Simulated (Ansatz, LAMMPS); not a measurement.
# Static equation of state of glassy 67P2O5-20BaO-13Al2O3 (mol %) (86 atoms)

Density of this cell: 2.78 g/cm³. The cell holds 86 atoms: 20 P, 3 Ba, 4 Al and 59 O. Cell: a = 10.679 Å, b = 11.150 Å, c = 10.514 Å, α = 87.0°, β = 95.9°, γ = 93.1°. The starting structure: 86 atoms (20 P, 3 Ba, 4 Al, 59 O) placed at random at 2.81 g/cm³, melted at 4000 K for 10 ps at fixed volume with the Morse and Coulomb pair potential with partial charges (Pedone, Malavasi, Menziani, Cormack and Segre, J. Phys. Chem. B 110, 11780 (2006)). Quenched from 4000 K to 300 K at 20 K/ps and fixed volume, held 10 ps at zero pressure, then minimised at fixed cell.

Calculated with Ansatz 0.2.0: Kohn-Sham DFT, PBEsol, PAW (set soft_1), plane waves; cutoff 420 eV, Γ point, fermi-dirac smearing of 0.05 eV. Cell and atoms were relaxed first, to V0 = 14.444 Å³ an atom at a residual P0 = -0.022 GPa. The cell was then scaled evenly, and the atoms were relaxed at each volume.

| volume (Å³/atom) | pressure (GPa) |
| --- | --- |
| 13.000 | ? |
| 13.577 | 1.805 |
| 14.011 | 0.8346 |
| 14.877 | -0.6430 |
| 15.311 | -0.9338 |

Task: Fit the third-order Birch–Murnaghan equation to the rows given and extrapolate to the withheld row.

Worked fit:

Take the Eulerian strain f = ½[(V0/V)^(2/3) − 1] and the normalised pressure F = (P − P0) / [3f(1 + 2f)^(5/2)]. The third-order Birch–Murnaghan equation is then the line F = B0 + (3/2)B0(B′ − 4) f, so u = f and v = F.

| u = f | v = F (GPa) |
| --- | --- |
| 0.0210568 | 26.0846 |
| 0.0102569 | 26.4551 |
| -0.00975657 | 22.2941 |
| -0.0190505 | 17.5838 |

With n = 4: mean u = 6.2666e-4, mean v = 23.1044, Σ(u − ū)² = 0.0010051, Σ(u − ū)(v − v̄) = 0.21020. Slope b = 0.21020 / 0.0010051 = 209.12; intercept a = v̄ − b ū = 22.973.

So B0 = a = 23.0 GPa and B′ = 4 + 2b/(3a) = 10.1. At the withheld volume f = 0.03638, F = a + b f = 30.58 GPa, and P = P0 + 3f(1 + 2f)^(5/2) F.

Prediction at 13.000: 3.957 GPa. The run gave 3.494 GPa, so the fit is high by 0.46 GPa (13 % of the value).

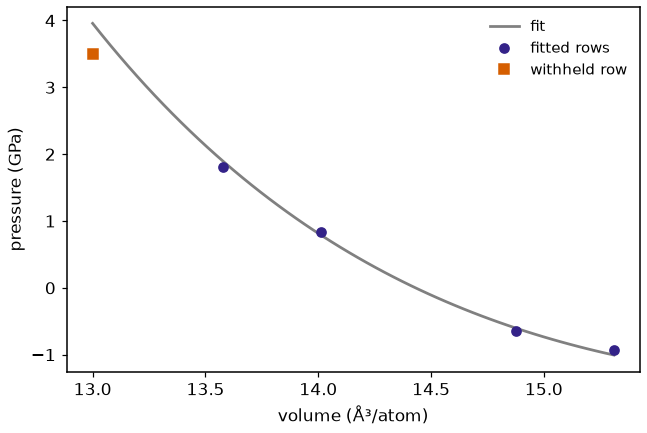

The fit, the rows that it rests on and the withheld row.

The series isn't one smooth equation of state: even a line fitted to all rows, the withheld one included, misses F by up to 11.6 % and the count of bonds changes along the series. B0 and B′ are then only the numbers of this fit, not moduli of the material. Among the rows given, the largest miss of the fit is at 13.577, by 0.090 GPa (2.0 % of the range of the table).

Limits: Static cells at zero temperature; the cell shape is held. The program notes that the SCF threshold of these relaxations is loose for the stress. The quench rate of 20 K/ps is many orders above laboratory rates, so the cell is likely richer in defects and strain than a real sample. The network of bonds at the start is that of the classical potential that made the cell, and needn't be the one that DFT or experiment would give. Only the Γ point is sampled, in a cell whose shortest periodic width is 10 Å.

[Hosts, paths, dates, database ids (printed as entryN), source tags and the programs' standing remarks are cut or masked in the printed files.]
